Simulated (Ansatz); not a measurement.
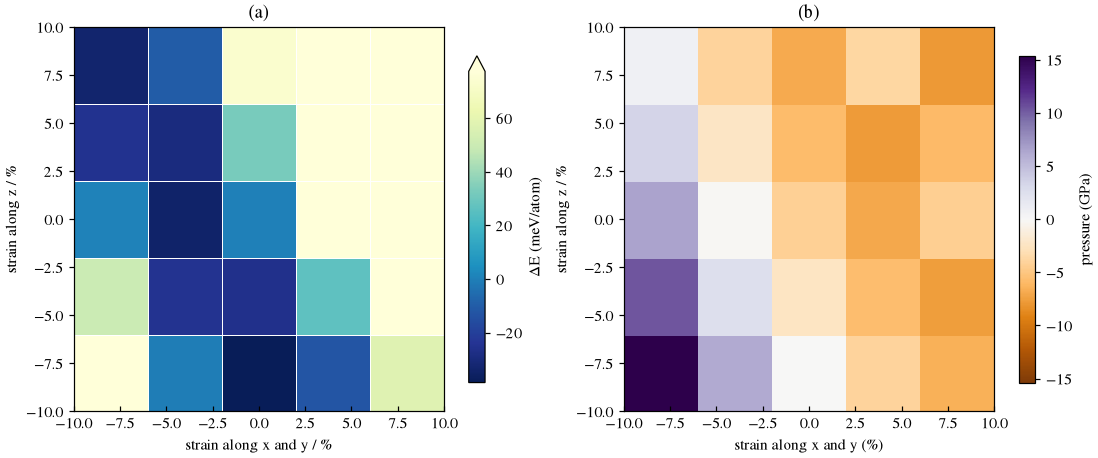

Sn (Im-3m, No. 229; 1 atom in the cell). The cell is strained homogeneously, by one strain along x and y and another along z, with fractional coordinates fixed (x, y and z along the cube axes). Coordinates scanned: (1) strain along x and y; (2) strain along z. The scan uses a 5 × 5 grid. Points are written as (first, second). Energies are in meV/atom, from the unstrained cell. The D3 coefficients switch with the coordination numbers inside this range, which puts artificial structure into the map. The reference cell is the one listed in the database, not relaxed at this level. Method: DFT PBEsol+D3(BJ), scalar-relativistic, plane waves, PAW in Ansatz 0.2.0. Settings: cutoff 420 eV, k-mesh 18×18×18, gaussian smearing 0.15 eV, no spin polarisation.

Panel (a) is the energy and panel (b) the computed pressure on the same grid.

Drawn: one coloured cell a grid point, one colour for all values above the top of the scale.

### How does the pressure vary over the map, and what is it at the lowest grid point?

It runs from −7.9 GPa at (8 %, 8 %) to 15.4 GPa at (−8 %, −8 %). At the lowest grid point, (0 %, −8 %), it is 0.0 GPa. That point lies on the edge of the scan.

```
strain along z ↓, strain along x and y →    −8    −4     0     4     8
                                       8   0.7  −4.1  −7.0  −3.8  −7.9
                                       4   3.4  −2.4  −5.8  −7.7  −5.9
                                       0   6.5  −0.1  −4.3  −7.0  −4.4
                                      −4  10.4   2.6  −2.5  −5.7  −7.7
                                      −8  15.4   6.1   0.0  −4.0  −6.6
```
